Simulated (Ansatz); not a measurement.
Cu₂O. A set of calculations on one system.

Space group Pn-3m; the calculation finds a residual pressure of about 3 GPa at this fixed cell; spin-polarised.

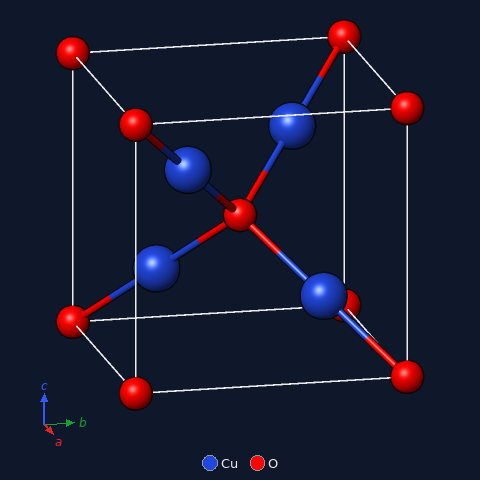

The conventional cell.

```
Cu O
1.0
     4.26000    0.00000    0.00000
     0.00000    4.26000    0.00000
     0.00000    0.00000    4.26000
Cu O
4 2
Direct
  0.25000 0.25000 0.25000
  0.25000 0.75000 0.75000
  0.75000 0.75000 0.25000
  0.75000 0.25000 0.75000
  0.00000 0.00000 0.00000
  0.50000 0.50000 0.50000
```

The calculation used DFT PBE, scalar-relativistic, plane waves, PAW in Ansatz 0.2.0.

Core electrons are frozen (PAW), so the maps are meaningful between the atoms, not at the nuclei.

### 1. Bonding charge

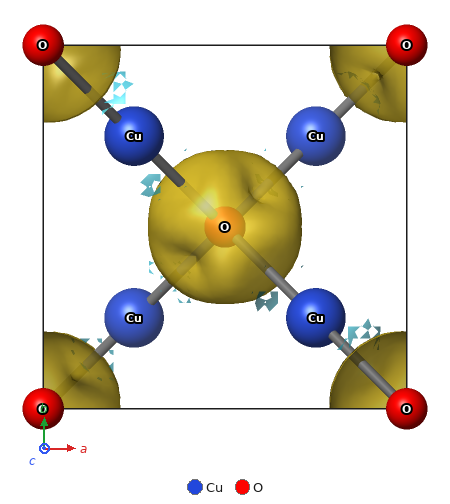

Density of the crystal less the sum of free-atom densities: yellow surfaces at +0.06 and cyan ones at −0.06 e/Å³, in the conventional cell seen along the c axis (the regions close to the nuclei are left out). Cores are masked to 0.9 Å (Cu) and 0.6 Å (O).

Read the map: where is density gained and where lost?

Answer. Cu–O (1.84 Å): Δρ is +0.04 e/Å³ at the midpoint (inside or at the edge of a masked core, so read it with care).
Cu–Cu (3.01 Å): Δρ is +0.03 e/Å³ at the midpoint.
Over the whole cell, outside the masked cores, the largest gain lies at the edge of the masked core of O, and the largest loss lies at the edge of the masked core of Cu.
The rearranged charge, half the integral of |Δρ|, is about 0.17 e an atom.
Bader charges: Cu +0.54 and O −1.08 e.

### 2. States by energy

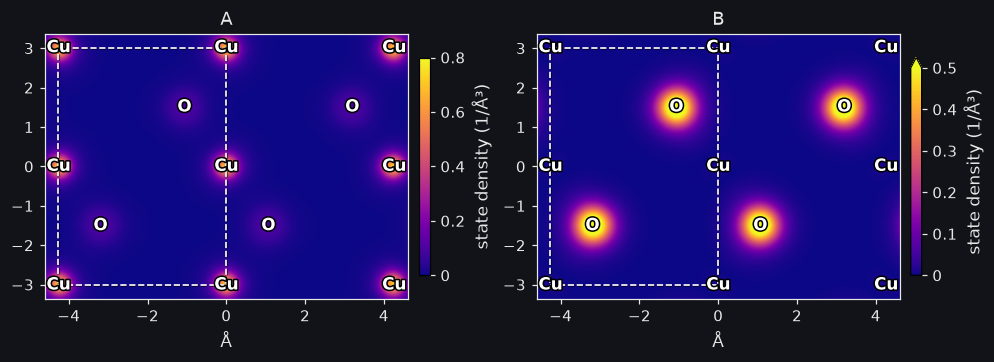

Cu₂O: densities of the states in two energy windows, on the (101̄) plane of the conventional cell.

Match the panels to the energy ranges (zero at the valence-band maximum): −20.2 to −19.4 eV and −7.4 to 0.0 eV.

Answer. Panel A: −7.4 to 0.0 eV, the whole upper valence band, mainly Cu 3d (75 %) and O 2p (20 %).
Panel B: −20.2 to −19.4 eV, a separate group of bands (semicore or deep states), mainly O 2s (85 %) and Cu 4s (10 %).
The characters are Löwdin shares on a minimal set of atomic orbitals.

### 3. Change of volume

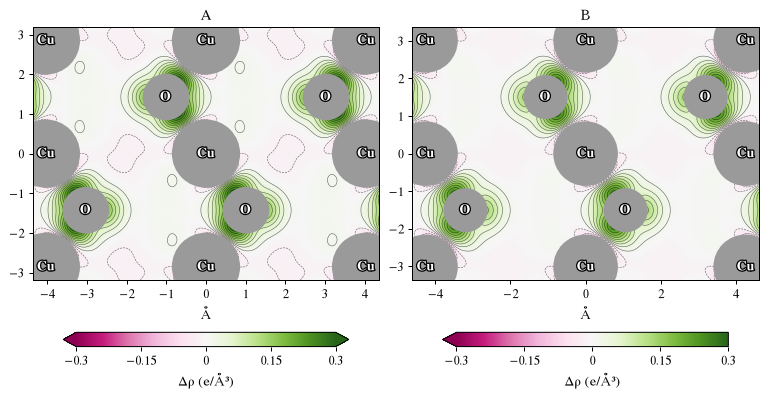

Cu₂O: deformation density on the (101) plane of the conventional cell at two volumes, with the same fractional coordinates and one colour scale. Grey discs cover the cores.

How do the two volumes compare, and how does the bonding charge respond?

Answer. B is the larger cell: A has 85 % of the volume of B.
- The pressure is 3 GPa in B and 33 GPa in A.
- Bader charges in B: Cu +0.54 and O −1.08 e; in A: Cu +0.54 and O −1.09 e.
- The rearranged charge is 0.17 e an atom in B and 0.18 e in A.

### 4. Taking out a sublattice

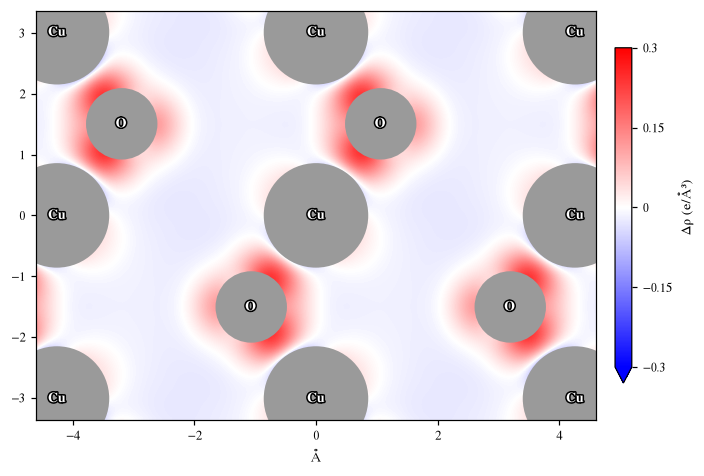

Density of the crystal less the densities of its Cu sublattice and of the rest (O), each computed alone with the atoms in place (the rest with spin, the Cu sublattice with): a map on the (011̄) plane of the conventional cell, with grey discs over the atomic cores. Cores are masked to 0.9 Å (Cu) and 0.6 Å (O).

Which way does charge flow, and where does it go?

Answer. Over the whole cell, outside the masked cores, the largest gain lies at the edge of the masked core of O, and the largest loss, 0.03 e/Å³, lies 1.5 Å from an oxygen nucleus and 2.0 Å from a copper one.
About 0.3 e is rearranged for each Cu atom.
By Bader's partition Cu carries +0.54 e, so it gives electrons to the rest.

How much energy binds the Cu sublattice to the rest, with both frozen?

Answer. E(crystal) − E(Cu sublattice) − E(rest) is −2.9 eV for each Cu atom (negative: bound). The references are the frozen sublattices, not the elements, so this isn't a formation energy.

### 5. Putting it together

Charge passes from Cu (Pauling electronegativity 1.90) to O (3.44), the direction that the scale predicts; the Bader charges fall short of whole formal charges, as they usually do. The two pressures give a mean stiffness −ΔP/Δln V of about 185 GPa over this range, with the atoms held at their fractional positions.
